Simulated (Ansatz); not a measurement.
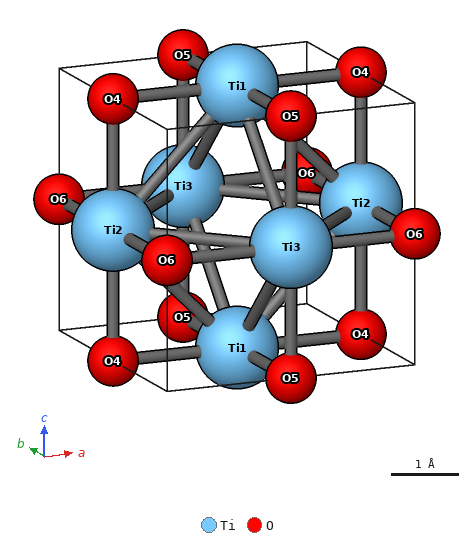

The structure (ball-and-stick view of the cell of the calculation, seen slightly off an axis; atoms are numbered from 1 in the order of the input). An atom can appear more than once, as a periodic image. Near neighbours in the periodic cell (some may lie outside the picture): Ti has 4 O at 2.04 Å and 8 Ti at 2.89 Å; O has 4 Ti at 2.04 Å.

## Single-point calculation, with input and output: TiO

TiO (Pm-3m, 6 atoms in the cell), computed with DFT r2SCAN, scalar-relativistic, plane waves, PAW, spin-polarised (Ansatz 0.2.0).

The structure derives from a Materials Project entry. Figures and captions count atoms from 1; the log counts them from 0 in places.

Log:
```
Engine: ansatz 0.2.0, x86_64-unknown-linux-gnu
Pseudopotentials: kind: paw
Pseudopotential: Ti, paw, valence charge 12, recommended cutoff 500 eV (meta_gga), Ti.paw.azcp
Pseudopotential: O, paw, valence charge 6, recommended cutoff 500 eV (meta_gga), O.paw.azcp
Functional definition: r2SCAN
  parameter k0 = 0.174
  parameter k1 = 0.065
  parameter a1 = 4.9479
  exchange = r2scan_x(k0 = k0, k1 = k1, a1 = a1)
  correlation = r2scan_c
Crystal: 6 atoms, lattice volume = 68.251 Å³
Basis set: ecut = 500 eV, 1743 PW (Γ), exchange–correlation on 120×120×120 points (64 copies of the dense FFT grid, shifted against one another)
Bands: 34, of which v1, the nominal top of the filled ones, is band 27 counted from 1 (26 counted from 0)
Symmetry: 16 space group operations
Space group: P4/mmm (ITA 123), of the structure as read, at distance tolerance 4.1e-5 Å
Magnetic group: BNS 123.339 (UNI 999), of the structure as read, at distance tolerance 4.1e-5 Å
k-points: 126 of 1000
Non-local potential: Ti, projectors of the file, l = 0: 3, l = 1: 2, l = 2: 3, l = 3: 1
Non-local potential: O, projectors of the file, l = 0: 2, l = 1: 2, l = 2: 1
PAW form: soft (Blöchl's): semilocal exchange-correlation on the pseudo side does not see the compensation charge
PAW frozen core: Ti, regenerated for the run's functional (the file was generated under x = pbe(κ = 0.804, μ = 0.2195149727645171), c = pbe(β = 0.06672455060314922))
PAW frozen core: O, regenerated for the run's functional (the file was generated under x = pbe(κ = 0.804, μ = 0.2195149727645171), c = pbe(β = 0.06672455060314922))
PAW one-centre angular grid: Ti, 590 points (default); XC on 160 Gauss nodes
PAW one-centre angular grid: O, 302 points (default); XC on 160 Gauss nodes
Initial density: superposition of atomic densities (chi_scale 0.1, normalization cell, long waves kept (reshape's long-wave potential 0.03 eV rms))
Starting moments: Σ|m| = 1 μB on 1 of 6 sites
Initial wavefunctions: pseudopotential atomic-orbital guess
Functional: x = r2scan, c = r2scan; τ floored in thin density (d = 2e-4 eV/Å³)
SCF iter   1: F=-9223.221590 eV  HF=-9227.724538 eV  |F-HF|=4.50e0  |Δ(HF+E_count)|=         —  Δρ=4.68e-2 (↑4.37e-2 ↓4.68e-2)  dr2=6.28e0  dr2_τ=3.55e-2  dr2_m=2.06e-1  M=0.700 μB ∫|m|=0.796 μB  β_m=0.30  ethr=3.10e-3  ⟨swp⟩=5.3  Hψ=35309  notcnv=0
preconditioner: auto → Kerker (q_TF=auto, 2.624 Å⁻¹)  [metal: Δε(μ)=0.004 eV  Ē_g=8.512 eV  σ=0.100 eV  W_gap=0.02  n_scr=18 (ndim 8)  ℏωp=24.6 eV  f_vac=0.000  D(μ)=4.44/eV (n_scr^D=32)]
spin=Collinear: Kerker preconditioning applied to the charge; magnetization (m = ρ↑ − ρ↓) channel mixes plain (no charge-response kernel on spin).
SCF iter   2: F=-9226.294047 eV  HF=-9227.238081 eV  |F-HF|=9.44e-1  |Δ(HF+E_count)|=   4.86e-1  Δρ=2.61e-2 (↑2.61e-2 ↓2.53e-2)  dr2=2.16e0  dr2_τ=1.91e-2  dr2_m=1.36e-1  M=0.702 μB ∫|m|=0.772 μB  β_m=0.30  ethr=3.10e-3  ⟨swp⟩=2.0  Hψ=15694  notcnv=0  defer=396  κ⁻¹=1.0e0(r=1)
SCF iter   3: F=-9226.766501 eV  HF=-9227.206423 eV  |F-HF|=4.40e-1  |Δ(HF+E_count)|=   3.17e-2  Δρ=1.88e-2 (↑1.88e-2 ↓1.74e-2)  dr2=1.16e0  dr2_τ=5.09e-3  dr2_m=8.11e-2  M=0.721 μB ∫|m|=0.777 μB  β_m=0.30  ethr=3.10e-3  ⟨swp⟩=2.1  Hψ=12071  notcnv=0  defer=388  κ⁻¹=2.1e-2(r=2)
SCF iter   4: F=-9227.011512 eV  HF=-9226.979375 eV  |F-HF|=3.21e-2  |Δ(HF+E_count)|=   2.27e-1  Δρ=1.21e-2 (↑1.21e-2 ↓1.14e-2)  dr2=1.36e-1  dr2_τ=4.42e-3  dr2_m=4.90e-2  M=0.734 μB ∫|m|=0.775 μB  β_m=0.30  ethr=2.15e-3  ⟨swp⟩=2.8  Hψ=16306  notcnv=0  defer=394  κ⁻¹=3.9e-3(r=3)
SCF iter   5: F=-9227.034873 eV  HF=-9226.985613 eV  |F-HF|=4.93e-2  |Δ(HF+E_count)|=   6.24e-3  Δρ=9.05e-3 (↑8.95e-3 ↓9.05e-3)  dr2=4.88e-2  dr2_τ=1.77e-3  dr2_m=2.97e-2  M=0.748 μB ∫|m|=0.784 μB  β_m=0.30  ethr=2.53e-4  ⟨swp⟩=2.3  Hψ=14965  notcnv=0  defer=372  κ⁻¹=1.4e-3(r=4)
SCF iter   6: F=-9227.038553 eV  HF=-9227.034202 eV  |F-HF|=4.35e-3  |Δ(HF+E_count)|=   4.86e-2  Δρ=6.03e-3 (↑5.21e-3 ↓6.03e-3)  dr2=1.08e-2  dr2_τ=4.89e-4  dr2_m=1.77e-2  M=0.768 μB ∫|m|=0.799 μB  β_m=0.30  ethr=9.05e-5  ⟨swp⟩=2.5  Hψ=16538  notcnv=0  defer=372  κ⁻¹=7.6e-5(r=5)
SCF iter   7: F=-9227.044699 eV  HF=-9227.037806 eV  |F-HF|=6.89e-3  |Δ(HF+E_count)|=   3.60e-3  Δρ=4.81e-3 (↑4.81e-3 ↓4.25e-3)  dr2=2.95e-3  dr2_τ=3.16e-4  dr2_m=1.21e-2  M=0.782 μB ∫|m|=0.809 μB  β_m=0.30  ethr=1.99e-5  ⟨swp⟩=2.1  Hψ=11656  notcnv=0  defer=372  κ⁻¹=6.6e-5(r=6)
SCF iter   8: F=-9227.044485 eV  HF=-9227.042779 eV  |F-HF|=1.71e-3  |Δ(HF+E_count)|=   4.97e-3  Δρ=3.74e-3 (↑3.70e-3 ↓3.74e-3)  dr2=3.73e-3  dr2_τ=2.09e-4  dr2_m=7.77e-3  M=0.801 μB ∫|m|=0.824 μB  β_m=1.20  ethr=5.46e-6  ⟨swp⟩=2.0  Hψ=14340  notcnv=0  defer=372
Mixer restart at iter 8: flushing history
spin-set hold released at iteration 8 (site moments contracting): the magnetisation degrees of freedom join the quasi-Newton model from the next iteration; the mixer history was flushed
SCF iter   9: F=-9227.049320 eV  HF=-9227.044799 eV  |F-HF|=4.52e-3  |Δ(HF+E_count)|=   2.02e-3  Δρ=1.30e-3 (↑1.30e-3 ↓1.28e-3)  dr2=1.30e-3  dr2_τ=8.21e-5  dr2_m=8.14e-4  M=0.882 μB ∫|m|=0.898 μB  β_m=1.20  ethr=5.46e-6  ⟨swp⟩=2.0  Hψ=16085  notcnv=0  defer=371  κ⁻¹=1.0e0(r=1)
SCF iter  10: F=-9227.051786 eV  HF=-9227.048103 eV  |F-HF|=3.68e-3  |Δ(HF+E_count)|=   3.30e-3  Δρ=1.00e-3 (↑1.00e-3 ↓9.64e-4)  dr2=6.15e-4  dr2_τ=4.28e-5  dr2_m=5.16e-4  M=0.954 μB ∫|m|=0.968 μB  β_m=1.20  ethr=2.40e-6  ⟨swp⟩=2.0  Hψ=12844  notcnv=0  defer=370  κ⁻¹=3.5e-2(r=2)
SCF iter  11: F=-9227.055186 eV  HF=-9227.051878 eV  |F-HF|=3.31e-3  |Δ(HF+E_count)|=   3.77e-3  Δρ=6.62e-4 (↑6.62e-4 ↓5.01e-4)  dr2=2.99e-4  dr2_τ=1.35e-5  dr2_m=1.71e-4  M=1.085 μB ∫|m|=1.098 μB  β_m=1.20  ethr=1.14e-6  ⟨swp⟩=2.3  Hψ=16691  notcnv=0  defer=369  κ⁻¹=5.1e-3(r=3)
SCF iter  12: F=-9227.057350 eV  HF=-9227.055081 eV  |F-HF|=2.27e-3  |Δ(HF+E_count)|=   3.20e-3  Δρ=3.90e-4 (↑3.90e-4 ↓2.61e-4)  dr2=1.22e-4  dr2_τ=3.81e-6  dr2_m=4.84e-5  M=1.190 μB ∫|m|=1.204 μB  β_m=1.20  ethr=5.53e-7  ⟨swp⟩=2.4  Hψ=17368  notcnv=0  defer=357  κ⁻¹=3.2e-3(r=4)
SCF iter  13: F=-9227.058709 eV  HF=-9227.057938 eV  |F-HF|=7.71e-4  |Δ(HF+E_count)|=   2.86e-3  Δρ=1.46e-4 (↑1.46e-4 ↓1.18e-4)  dr2=2.38e-5  dr2_τ=4.02e-7  dr2_m=2.39e-6  M=1.298 μB ∫|m|=1.314 μB  β_m=1.20  ethr=2.26e-7  ⟨swp⟩=3.0  Hψ=18385  notcnv=0  defer=350  κ⁻¹=3.5e-4(r=5)
SCF iter  14: F=-9227.058866 eV  HF=-9227.058699 eV  |F-HF|=1.68e-4  |Δ(HF+E_count)|=   7.61e-4  Δρ=1.33e-4 (↑1.33e-4 ↓1.16e-4)  dr2=1.06e-5  dr2_τ=4.43e-7  dr2_m=5.80e-6  M=1.322 μB ∫|m|=1.339 μB  β_m=1.20  ethr=4.41e-8  ⟨swp⟩=2.1  Hψ=15388  notcnv=0  defer=350  κ⁻¹=1.3e-4(r=6)
SCF iter  15: F=-9227.058932 eV  HF=-9227.058851 eV  |F-HF|=8.06e-5  |Δ(HF+E_count)|=   1.52e-4  Δρ=8.74e-5 (↑8.74e-5 ↓7.64e-5)  dr2=7.54e-6  dr2_τ=1.79e-7  dr2_m=1.41e-6  M=1.343 μB ∫|m|=1.361 μB  β_m=1.20  ethr=1.97e-8  ⟨swp⟩=2.4  Hψ=15298  notcnv=0  defer=350  κ⁻¹=9.5e-5(r=7)
SCF iter  16: F=-9227.058955 eV  HF=-9227.058947 eV  |F-HF|=7.96e-6  |Δ(HF+E_count)|=   9.65e-5  Δρ=7.33e-5 (↑7.33e-5 ↓6.41e-5)  dr2=9.79e-7  dr2_τ=1.57e-7  dr2_m=2.71e-6  M=1.354 μB ∫|m|=1.373 μB  β_m=1.20  ethr=1.40e-8  ⟨swp⟩=2.1  Hψ=15173  notcnv=0  defer=350  κ⁻¹=3.0e-5(r=8)
SCF iter  17: F=-9227.058966 eV  HF=-9227.058959 eV  |F-HF|=6.91e-6  |Δ(HF+E_count)|=   1.20e-5  Δρ=1.63e-5 (↑1.57e-5 ↓1.63e-5)  dr2=3.07e-7  dr2_τ=5.82e-9  dr2_m=2.27e-8  M=1.367 μB ∫|m|=1.386 μB  β_m=1.20  ethr=1.81e-9  ⟨swp⟩=3.0  Hψ=17224  notcnv=0  defer=350  κ⁻¹=1.8e-4(r=8)
SCF iter  18: F=-9227.058967 eV  HF=-9227.058964 eV  |F-HF|=3.12e-6  |Δ(HF+E_count)|=   4.70e-6  Δρ=1.02e-5 (↑1.02e-5 ↓9.23e-6)  dr2=1.12e-7  dr2_τ=1.94e-9  dr2_m=5.25e-9  M=1.369 μB ∫|m|=1.388 μB  β_m=1.20  ethr=5.69e-10  ⟨swp⟩=2.0  Hψ=15136  notcnv=0  defer=350  κ⁻¹=7.1e-5(r=8)
SCF iter  19: F=-9227.058968 eV  HF=-9227.058967 eV  |F-HF|=8.82e-7  |Δ(HF+E_count)|=   2.69e-6  Δρ=6.67e-6 (↑6.67e-6 ↓5.07e-6)  dr2=3.55e-8  dr2_τ=9.45e-10  dr2_m=9.67e-9  M=1.370 μB ∫|m|=1.390 μB  β_m=1.20  ethr=1.85e-10  ⟨swp⟩=10.3  Hψ=35559  notcnv=0  κ⁻¹=5.4e-5(r=8)
iter 20 did not close the SCF: its close was put off for a magnetic moment that had not settled (scf_convergence_deferred on its scf_iter line)
SCF iter  20: F=-9227.058968 eV  HF=-9227.058968 eV  |F-HF|=9.34e-8  |Δ(HF+E_count)|=   9.38e-7  Δρ=3.90e-6 (↑3.90e-6 ↓2.92e-6)  dr2=1.26e-8  dr2_τ=3.20e-10  dr2_m=3.73e-9  M=1.372 μB ∫|m|=1.391 μB  β_m=1.20  ethr=6.58e-11  ⟨swp⟩=4.9  Hψ=29335  notcnv=0  κ⁻¹=1.4e-5(r=8)
SCF iter  21: F=-9227.058968 eV  HF=-9227.058968 eV  |F-HF|=3.65e-8  |Δ(HF+E_count)|=   9.05e-8  Δρ=1.65e-6 (↑1.48e-6 ↓1.65e-6)  dr2=3.32e-9  dr2_τ=6.01e-11  dr2_m=4.40e-10  M=1.372 μB ∫|m|=1.392 μB  ethr=2.34e-11  ⟨swp⟩=2.1  Hψ=26623  notcnv=0
SCF 1 converged in 21 iterations: F = -9227.058968 eV  dr2 = 3.32e-9
  greatest PAW one-centre occupation: 1.002 electrons in one spin orbital (limit 2), on the Ti atom at site 1 (counted from 0), in its partial waves of l = 1
```

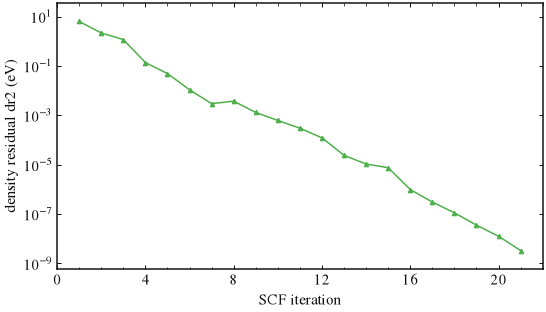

Convergence of the self-consistent field: density residual dr2 against the SCF iteration. The residual falls almost steadily, with no more than small rises.

```
this state was not tested for a lower state beside it, because the mixer in use, unlike msr1, does not test its closes by its own steps (another_mixer; see scf.mixing.algorithm and scf.lower_state_search)
SCF converged after 21 iterations
Magnetization: 1.3722 μB (27.6861 up, 26.3139 down)
Absolute magnetization: 1.3930 μB (∫|ρ↑−ρ↓|, with the PAW one-centre terms)
Spin contamination: 0.0031 ħ² per cell (⟨S²⟩ above its minimum at these occupations)
Per-site moments (μB) at R_I (Å): [(0.25753708812221077, 0.8428752750000001), (0.2577264214306042, 0.8428752750000001), (0.2577264214306044, 0.8428752750000001), (0.002589701850275252, 0.8428752750000001), (0.0025897018502753204, 0.8428752750000001), (0.0025772473304413357, 0.8428752750000001)]
Free energy (F): -9227.058968 eV
Harris-Foulkes:  -9227.058968 eV  (|F-HF|=3.65e-8)
Internal energy: -9227.041710 eV  (E = F + TS)
E sigma→0 (E₀):  -9227.050339 eV
Entropy (-TS):   -0.017258 eV (-2.876 meV/atom)
Fermi energy:    12.867608 eV
--- Per-component energies (eV) ---
  E_band       = -515.687271
  E_kinetic    = 1350.832637
  E_local      = -3338.791936  (includes V_loc(G=0)·N_el)
  E_nonlocal   = 160.498739
  E_hartree    = 1316.096905
  E_xc         = -501.934396
  E_vxc        = -719.550774  (∫ρ·V_xc dr)
  E_paw        = -3648.840409  (= ΣΔE_a)
  E_vpaw       = -648.693291  (= ΣTr[D̂ρ^β])
  E_aug_tail   = 0.003204  (compensation charges beyond the density's cutoff)
  E_vtau       = 47.820238  (kinetic-family band-sum trace: ∫τ·v_τ [+ j·A + Jᵃ·Aᵃ] dr)
  E_ewald      = -4564.050259
  E_core_change = -0.856194  (= ΣΔE_core)
  E_smearing   = -0.017258  (= −TS)
  E_closure    = -0.000000  (closes the sum)
  Σ components = -9227.058968   (vs F -9227.058968, Δ=0.00e0)
--- Forces (eV/Å), atoms counted from 1 ---
  atom   1  Ti     0.00000000    -0.00000000     0.00000000
  atom   2  Ti     0.00000000     0.00000000     0.00000000
  atom   3  Ti    -0.00000000     0.00000000     0.00000000
  atom   4  O      0.00000000     0.00000000     0.00000000
  atom   5  O      0.00000000     0.00000000     0.00000000
  atom   6  O     -0.00000000     0.00000000     0.00000000
  max |Σ_I F_I| component: 6.00e-29 eV/Å
--- Stress (GPa, compression-positive) ---
       -4.335971       0.000000       0.000000
        0.000000      -4.335971       0.000000
        0.000000       0.000000      -4.334399
  P = ⅓ Tr σ = -4.3354 GPa (-43.354 kbar)
--- Band table (eV; the first three rows and the last of 252) ---
  k-point 0 ↑: bands = ["-46.9795", "-46.8362", "-46.8362", "-22.3924", "-22.3924", "-22.3924", "-22.1551", "-22.1551", "-22.1551", "-21.8239", "-21.8239", "-21.8238", "-8.3764", "-7.6215", "-7.6215", "7.1239", "7.1239", "7.1239", "8.4072", "8.5017", "8.5017", "8.5017", "9.6211", "9.6211", "9.6211", "11.1635", "11.1636", "11.1636", "14.2496", "14.2496", "14.2497", "14.9702", "14.9702", "15.3959"]
  k-point 1 ↑: bands = ["-46.9764", "-46.8393", "-46.8362", "-22.3863", "-22.3855", "-22.3855", "-22.1605", "-22.1572", "-22.1572", "-21.8375", "-21.8288", "-21.8288", "-8.3332", "-7.6219", "-7.5802", "6.9897", "7.1219", "7.1219", "8.2787", "8.4378", "8.4378", "8.4934", "9.5065", "9.5449", "9.5449", "11.1914", "11.3246", "11.3246", "14.2051", "14.3430", "14.3430", "14.9879", "15.0051", "15.5012"]
  k-point 2 ↑: bands = ["-46.9674", "-46.8481", "-46.8360", "-22.3685", "-22.3662", "-22.3662", "-22.1746", "-22.1639", "-22.1639", "-21.8750", "-21.8418", "-21.8418", "-8.2170", "-7.6241", "-7.4703", "6.6415", "7.1144", "7.1144", "7.7447", "8.2951", "8.2951", "8.6860", "9.3050", "9.3686", "9.3686", "11.2683", "11.7294", "11.7294", "14.0849", "14.5688", "14.5688", "14.9118", "15.0384", "15.6194"]
  k-point 125 ↓: bands = ["-46.4689", "-46.4686", "-46.4686", "-22.2258", "-22.2258", "-22.2257", "-21.8046", "-21.6126", "-21.6126", "-21.6125", "-21.1761", "-21.1759", "-6.9270", "-6.9270", "-6.9270", "5.3179", "5.5625", "5.5626", "5.5626", "6.3349", "6.3350", "6.3350", "9.6929", "9.6929", "12.5328", "12.5329", "12.5329", "13.4691", "15.8648", "15.8648", "15.8650", "15.9275", "15.9277", "15.9993"]
--- Löwdin populations: 6 sites ---
  site symbol       q [e]    m [muB]
     0     Ti     11.1789     0.4454
     1     Ti     11.1789     0.4457
     2     Ti     11.1789     0.4457
     3      O      6.7187    -0.0041
     4      O      6.7187    -0.0041
     5      O      6.7187    -0.0041
  spilling = 0.005690 (of n_electrons = 54.000000)
```

File populations.tsv:
```
# site	symbol	l	j	q_up	q_dn
# orbitals = lowdin
# n_electrons = 54.000000
# spilling = 0.005690
0	Ti	0_3S	-	0.959889	0.959171
0	Ti	0_4S	-	0.296841	0.275138
0	Ti	1_3P	-	2.994727	2.993687
0	Ti	2_3D	-	1.560703	1.138727
1	Ti	0_3S	-	0.959889	0.959171
1	Ti	0_4S	-	0.296843	0.275132
1	Ti	1_3P	-	2.994727	2.993687
1	Ti	2_3D	-	1.560849	1.138579
2	Ti	0_3S	-	0.959889	0.959171
2	Ti	0_4S	-	0.296843	0.275132
2	Ti	1_3P	-	2.994727	2.993687
2	Ti	2_3D	-	1.560849	1.138579
3	O	0_2S	-	0.872886	0.872893
3	O	1_2P	-	2.484425	2.488498
4	O	0_2S	-	0.872886	0.872893
4	O	1_2P	-	2.484425	2.488498
5	O	0_2S	-	0.872886	0.872893
5	O	1_2P	-	2.484418	2.488506
```

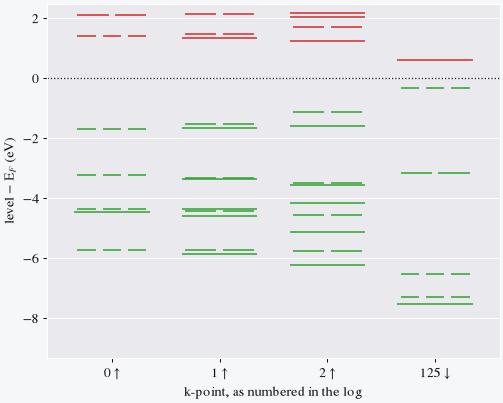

Kohn–Sham levels near the Fermi level (dotted) at the few k-points that the log prints; levels within 0.02 eV of each other stand side by side. The system is metallic on the full mesh.

This output came from the following input.

The input:
```yaml
crystal:
  lattice:
    - [4.086668, 0.0, 0.0]
    - [0.0, 4.086668, 0.0]
    - [0.0, 0.0, 4.086668]
  atoms:
    - { symbol: Ti, position: [0.5, 0.5, 0.0], spin: 1.0 }
    - { symbol: Ti, position: [0.0, 0.5, 0.5] }
    - { symbol: Ti, position: [0.5, 0.0, 0.5] }
    - { symbol: O, position: [0.0, 0.5, 0.0] }
    - { symbol: O, position: [0.5, 0.0, 0.0] }
    - { symbol: O, position: [0.0, 0.0, 0.5] }
basis:
  ecutwfc: 500
kpoints:
  mp_grid: { grid: [10, 10, 10] }
hamiltonian:
  xc: r2scan
scf:
  occupations: { method: gaussian, width: 0.1 }
  lower_state_search: "off"
output:
  forces: true
  stress: true
  eigenvalues: true
  populations: true
magnetization:
  spin_polarized: true
```

Run as:
```bash
ansatz run input.yaml --threads 1 --pin off --max-ram 2560MiB --backend cpu --events-out ev --progress --plain --runs-dir out
```

Summary:

| quantity | value |
| --- | --- |
| outcome | converged |
| space group (tolerance 0.01 Å) | Pm-3m (221) |
| electrons treated | 54 |
| free energy | −9227.0590 eV |
| Fermi energy | 12.868 eV |
| gap on the k-point mesh | none (metallic) |
| net moment of the cell | 1.37 μB |
| integrated absolute moment | 1.39 μB |
| pressure | −4.34 GPa |
| largest force (length of the vector) | under 0.001 eV/Å |
| hardware | 1 thread of Intel Xeon @ 2.50GHz (Skylake/Cascade Lake), 189 GiB of memory available, shared host |
| wall time | 4.2 min |
| peak memory | 0.87 GiB |

Notes:

The electronic state found may not be the lowest one. Warnings of the run: the state was not tested for a lower one.
